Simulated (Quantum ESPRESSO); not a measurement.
## MgO (Periclase): third-order response

Aim: Raman and infrared lines of MgO (Periclase).

Program: Quantum ESPRESSO 8.0 development, patched. Level of theory: DFT LDA, scalar-relativistic, plane waves, PseudoDojo norm-conserving pseudopotentials. Results are calculated unless marked as measured.

The experiments to compare with:

“Disentangling orbital and spin exchange interactions for Co2+ on a rocksalt lattice” (2018, arxiv:1807.05012) reports for MgO, rocksalt, by powder X-ray diffraction (polycrystalline end member, 300 K): lattice constant a (cubic cell parameter) 4.2118 ± 0.0001 Å [room-temperature value].

“Infrared Optical Properties of Ferropericlase (Mg1-xFexO): Experiment and Theory” (2007, arxiv:0704.2267) reports for MgO, rocksalt, by infrared reflectance, oscillator fit (wedged single crystal slab, 295 K): ε∞ (high-frequency dielectric constant) 2.95 ± 0.1; infrared mode (TO phonon at Gamma (T1u)) 396.5 cm⁻¹.

The database entry behind the starting cell differs from later determinations by our own check (about 0.1 % long), so it need not match the best structure at ambient conditions.

## Step 1: Set-up

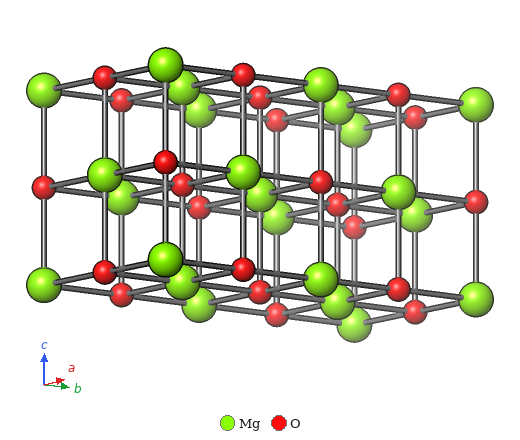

The starting structure, seen from a free direction (magnesium green, oxygen red). 1×2×1 cells are drawn. This picture shows the conventional cell, with its axes. Some periodic images of atoms are drawn too.

## Step 2: A first look

Before anything dear is run, a loose run with smearing shows whether this is a metal and how far the cell is from rest.

Input file probe.in:

```
&control
   calculation = 'scf'
   prefix = 'x'
   outdir = './tmp'
   pseudo_dir = './pseudo'
   tprnfor = .true.
   tstress = .true.
   verbosity = 'high'
/
&system
   ibrav = 0
   nat = 2
   ntyp = 2
   ecutwfc = 84.0
   occupations = 'smearing'
   smearing = 'gaussian'
   degauss = 0.01
/
&electrons
   conv_thr = 1.0d-07
   mixing_beta = 0.7
   electron_maxstep = 100
/
ATOMIC_SPECIES
 Mg     24.3050  Mg.upf
 O      15.9990  O.upf
CELL_PARAMETERS angstrom
    -2.108500000    0.000000000    2.108500000
     0.000000000    2.108500000    2.108500000
    -2.108500000    2.108500000    0.000000000
ATOMIC_POSITIONS crystal
 Mg     0.000000000   0.000000000   0.000000000
 O      0.500000000   0.500000000   0.500000000
K_POINTS automatic
 8 8 8 0 0 0
```

Run with:

```bash
OMP_NUM_THREADS=1 mpirun -n 4 pw.x -nk 4 -in probe.in > probe.out
```

The program printed:

```text
[banners, grids, parts of the stress and lines that vanish by symmetry left out]
Program PWSCF v.8.0dev
     Message from routine setup:
     using ibrav=0 with symmetry is DISCOURAGED, use correct ibrav instead
[...]
kinetic-energy cutoff     =      84.0000  Ry
     charge density cutoff     =     336.0000  Ry
     scf convergence threshold =      1.0E-07
[...]
Exchange-correlation= SLA-PW-NOGX-NOGC
                           (   1   4   0   0   0   0   0)
[...]
48 Sym. Ops., with inversion, found
[...]
(     0          1          0      )
                  (     0          0          1      )
[...]
(  0.0000000  1.0000000  0.0000000 )
                  (  0.0000000  0.0000000  1.0000000 )
[...]
(     1          0         -1      )
                  (     0          0         -1      )
[...]
(  0.0000000 -1.0000000  0.0000000 )
[...]
(     0          1         -1      )
                  (     0          1          0      )
[...]
( -1.0000000  0.0000000  0.0000000 )
                  (  0.0000000  1.0000000  0.0000000 )
[...]
number of k points=    29  Gaussian smearing, width (Ry)=  0.0100
[...]
End of self-consistent calculation
[...]
the Fermi energy is    10.1913 ev
!    total energy              =    -151.83405386 Ry
[...]
convergence has been achieved in   7 iterations
[...]
atom    1 type  1   force =    -0.00000000   -0.00000000    0.00000000
     atom    2 type  2   force =     0.00000000    0.00000000   -0.00000000
[...]
Total force =     0.000000     Total SCF correction =     0.000000
[...]
total   stress  (Ry/bohr**3)                   (kbar)     P=      -65.28
[...]
XML data file, charge density, pseudopotentials, collected wavefunctions

   JOB DONE.
```

Elapsed: 3.5 s, on 4 MPI ranks of Intel Xeon at 2.70GHz, shared host; 12 s of CPU time.

Read from the output:

```
volume per atom   : 9.374 Å³
pressure          : -6.528 GPa
gap on the k-mesh : 4.655 eV
```

A gap of 4.7 eV opens on this mesh, so the crystal is taken as an insulator; the start stands at -6.5 GPa.

## Step 3: Relaxation

The relaxation runs at a cutoff a fifth above that of the response, since stress converges more slowly with the basis than frequencies do. Forces and stress are brought to rest with tight thresholds.

Input file relax.in:

```
&control
   calculation = 'vc-relax'
   prefix = 'x'
   outdir = './tmp'
   pseudo_dir = './pseudo'
   tprnfor = .true.
   tstress = .true.
   forc_conv_thr = 2.0d-05
   etot_conv_thr = 1.0d-07
   nstep = 40
/
&system
   ibrav = 0
   nat = 2
   ntyp = 2
   ecutwfc = 101
   occupations = 'fixed'
   nbnd = 10
/
&electrons
   conv_thr = 1.0d-11
   mixing_beta = 0.7
   electron_maxstep = 100
/
&ions
/
&cell
   press_conv_thr = 0.2
/
ATOMIC_SPECIES
 Mg     24.3050  Mg.upf
 O      15.9990  O.upf
CELL_PARAMETERS angstrom
    -2.108500000    0.000000000    2.108500000
     0.000000000    2.108500000    2.108500000
    -2.108500000    2.108500000    0.000000000
ATOMIC_POSITIONS crystal
 Mg     0.000000000   0.000000000   0.000000000
 O      0.500000000   0.500000000   0.500000000
K_POINTS automatic
 10 10 10 0 0 0
```

Run with:

```bash
OMP_NUM_THREADS=1 mpirun -n 4 pw.x -nk 4 -in relax.in > relax.out
```

The program printed:

```text
[banners, grids, parts of the stress and lines that vanish by symmetry left out]
[banner, memory and clock lines left out]
Program PWSCF v.8.0dev

[...]
kinetic-energy cutoff     =     101.0000  Ry
     charge density cutoff     =     404.0000  Ry
     scf convergence threshold =      1.0E-11
[...]
energy convergence thresh.=      1.0E-07
     force convergence thresh. =      2.0E-05
     press convergence thresh. =      2.0E-01
     Exchange-correlation= SLA-PW-NOGX-NOGC
                           (   1   4   0   0   0   0   0)
[...]
48 Sym. Ops., with inversion, found
[...]
number of k points=    47
[...]
End of self-consistent calculation
[...]
highest occupied, lowest unoccupied level (ev):     7.6475   12.3031
!    total energy              =    -151.83410224 Ry
[...]
convergence has been achieved in  12 iterations
[...]
atom    1 type  1   force =    -0.00000000   -0.00000000   -0.00000000
     atom    2 type  2   force =     0.00000000    0.00000000    0.00000000
     Total force =     0.000000     Total SCF correction =     0.000000
[...]
total   stress  (Ry/bohr**3)                   (kbar)     P=      -64.33
[...]
number of bfgs steps    =   0
[...]
CELL_PARAMETERS (angstrom)
[...]
ATOMIC_POSITIONS (crystal)
Mg               0.0000000000       -0.0000000000        0.0000000000
O                0.5000000000        0.5000000000        0.5000000000
[...]
New effective cutoffs (rho, wfc):  411.79  103.23
[...]
End of self-consistent calculation
[...]
highest occupied, lowest unoccupied level (ev):     8.0588   13.0427
!    total energy              =    -151.83520044 Ry
[...]
convergence has been achieved in   7 iterations
[...]
atom    1 type  1   force =     0.00000000    0.00000000    0.00000000
     atom    2 type  2   force =    -0.00000000    0.00000000    0.00000000
     Total force =     0.000000     Total SCF correction =     0.000000
[...]
total   stress  (Ry/bohr**3)                   (kbar)     P=      -12.91
[...]
number of bfgs steps    =   1
[...]
CELL_PARAMETERS (angstrom)
[...]
ATOMIC_POSITIONS (crystal)
Mg              -0.0000000000       -0.0000000000        0.0000000000
O                0.5000000000        0.5000000000        0.5000000000
[...]
New effective cutoffs (rho, wfc):  414.03  103.79
[...]
End of self-consistent calculation
[...]
highest occupied, lowest unoccupied level (ev):     8.1622   13.2291
!    total energy              =    -151.83524128 Ry
[...]
convergence has been achieved in   7 iterations
[...]
atom    1 type  1   force =     0.00000000    0.00000000    0.00000000
     atom    2 type  2   force =     0.00000000    0.00000000    0.00000000
     Total force =     0.000000     Total SCF correction =     0.000000
[...]
total   stress  (Ry/bohr**3)                   (kbar)     P=        0.86
[...]
number of bfgs steps    =   2
[...]
CELL_PARAMETERS (angstrom)
[...]
ATOMIC_POSITIONS (crystal)
[...]
New effective cutoffs (rho, wfc):  413.89  103.75
[...]
End of self-consistent calculation
[...]
highest occupied, lowest unoccupied level (ev):     8.1557   13.2174
!    total energy              =    -151.83524146 Ry
[...]
convergence has been achieved in   5 iterations
[...]
atom    1 type  1   force =     0.00000000    0.00000000    0.00000000
     atom    2 type  2   force =     0.00000000    0.00000000    0.00000000
     Total force =     0.000000     Total SCF correction =     0.000000
[...]
total   stress  (Ry/bohr**3)                   (kbar)     P=       -0.01
[...]
number of bfgs steps    =   3
[...]
small trust_radius: resetting bfgs history
[...]
CELL_PARAMETERS (angstrom)
[...]
ATOMIC_POSITIONS (crystal)
[...]
New effective cutoffs (rho, wfc):  413.89  103.75
[...]
End of self-consistent calculation
[...]
highest occupied, lowest unoccupied level (ev):     8.1558   13.2175
!    total energy              =    -151.83524146 Ry
[...]
convergence has been achieved in   1 iterations
[...]
atom    1 type  1   force =     0.00000000    0.00000000    0.00000000
     atom    2 type  2   force =     0.00000000    0.00000000    0.00000000
     Total force =     0.000000     Total SCF correction =     0.000000
[...]
total   stress  (Ry/bohr**3)                   (kbar)     P=        0.00
[...]
bfgs converged in   5 scf cycles and   4 bfgs steps
[...]
End of BFGS Geometry Optimization
     Final enthalpy           =    -151.8352414572 Ry
     File ./tmp/x.bfgs deleted, as requested
[...]
CELL_PARAMETERS (angstrom)
[...]
ATOMIC_POSITIONS (crystal)
Mg              -0.0000000000       -0.0000000000        0.0000000000
O                0.5000000000        0.5000000000        0.5000000000
[...]
Final scf calculation at the relaxed structure.
[...]
kinetic-energy cutoff     =     101.0000  Ry
     charge density cutoff     =     404.0000  Ry
     scf convergence threshold =      1.0E-13
[...]
press convergence thresh. =      2.0E-01
     Exchange-correlation= SLA-PW-NOGX-NOGC
                           (   1   4   0   0   0   0   0)
[...]
48 Sym. Ops., with inversion, found
[...]
number of k points=    47
[...]
End of self-consistent calculation
[...]
highest occupied, lowest unoccupied level (ev):     8.1558   13.2175
!    total energy              =    -151.83523855 Ry
[...]
convergence has been achieved in  14 iterations
[...]
atom    1 type  1   force =     0.00000000    0.00000000    0.00000000
     atom    2 type  2   force =     0.00000000    0.00000000    0.00000000
     Total force =     0.000000     Total SCF correction =     0.000000
[...]
total   stress  (Ry/bohr**3)                   (kbar)     P=       -0.04
[...]
XML data file, charge density, pseudopotentials, collected wavefunctions
```

Wall time 21 s (4 MPI ranks); 84 s of CPU time.

The steps of the relaxation:

```csv
step,energy less that of the first step (eV),largest force (eV/Å),pressure (GPa),volume (Å³)
1,0.0000,0.0000,-6.43,18.75
2,-0.0149,0.0000,-1.29,18.14
3,-0.0155,0.0000,0.09,17.99
4,-0.0155,0.0000,0.00,18.00
5,-0.0155,0.0000,0.00,18.00
6,-0.0155,0.0000,0.00,18.00
```

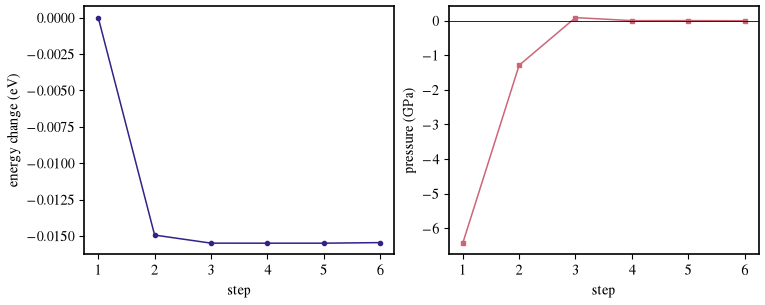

Energy and pressure along the relaxation.

```csv
"conventional cell, symmetrised",before,after,change
a (Å),4.217,4.160,-1.3 %
b (Å),4.217,4.160,-1.3 %
c (Å),4.217,4.160,-1.3 %
volume (Å³/atom),9.37,9.00,-4.0 %
```

The relaxed structure:

```xyz
2
Lattice="-2.0802 0.0000 2.0802 0.0000 2.0802 2.0802 -2.0802 2.0802 0.0000" Properties=species:S:1:pos:R:3 pbc="T T T"
Mg    0.0000    0.0000    0.0000
O    -2.0802    2.0802    2.0802
```

The last row of the table of steps is pw.x's closing run on a basis chosen anew for the final cell, so its energy can jump.

This step gave:

```yaml
volume_per_atom: 9.001 Å³
pressure: -0.004 GPa
gap_on_the_k_mesh: 5.062 eV
```

The volume changes by -4.0 % from the cell with which this run began.

## Step 4: Self-consistent run for the response

Perturbation theory inherits every error of the wavefunctions, so the threshold is set near the limit of the arithmetic. With a gap, occupations are fixed, which also allows the response to an electric field.

Input file scf.in:

```
&control
   calculation = 'scf'
   prefix = 'x'
   outdir = './tmp'
   pseudo_dir = './pseudo'
   tprnfor = .true.
   tstress = .true.
/
&system
   ibrav = 0
   nat = 2
   ntyp = 2
   ecutwfc = 84.0
   occupations = 'fixed'
   nbnd = 10
/
&electrons
   conv_thr = 1.0d-12
   mixing_beta = 0.7
   electron_maxstep = 100
/
ATOMIC_SPECIES
 Mg     24.3050  Mg.upf
 O      15.9990  O.upf
CELL_PARAMETERS angstrom
    -2.080162565    0.000000000    2.080162565
     0.000000000    2.080162565    2.080162565
    -2.080162565    2.080162565    0.000000000
ATOMIC_POSITIONS crystal
 Mg     0.000000000   0.000000000   0.000000000
 O      0.500000000   0.500000000   0.500000000
K_POINTS automatic
 12 12 12 0 0 0
```

Run with:

```bash
OMP_NUM_THREADS=1 mpirun -n 4 pw.x -nk 4 -in scf.in > scf.out
```

The program printed:

```text
[banners, grids, parts of the stress and lines that vanish by symmetry left out]
[banner, memory and clock lines left out]
Program PWSCF v.8.0dev

[...]
kinetic-energy cutoff     =      84.0000  Ry
     charge density cutoff     =     336.0000  Ry
     scf convergence threshold =      1.0E-12
[...]
Exchange-correlation= SLA-PW-NOGX-NOGC
                           (   1   4   0   0   0   0   0)
[...]
48 Sym. Ops., with inversion, found
[...]
number of k points=    72
[...]
End of self-consistent calculation
[...]
highest occupied, lowest unoccupied level (ev):     8.1559   13.2176
!    total energy              =    -151.83519223 Ry
[...]
convergence has been achieved in  16 iterations
[...]
atom    1 type  1   force =     0.00000000    0.00000000    0.00000000
     atom    2 type  2   force =    -0.00000000   -0.00000000    0.00000000
     Total force =     0.000000     Total SCF correction =     0.000000
[...]
total   stress  (Ry/bohr**3)                   (kbar)     P=       -0.64
[...]
XML data file, charge density, pseudopotentials, collected wavefunctions
```

The job ended after 8.5 s (4 MPI ranks).

This step gave:

```yaml
pressure: -0.064 GPa
```

The cell stands at -0.064 GPa, close enough for phonons.

(Part 1 of 3 ends here.)

[Host names and launcher messages were left out of these logs when they were recorded.]

[Logs are printed without paths, hosts, clocks, repeated set-up lines and the standing remarks that a program may print on its own settings, such as how far it seeks lower states.]

[Hosts, paths, dates, database ids (printed as entryN), source tags and the programs' standing remarks are cut or masked in the printed files.]
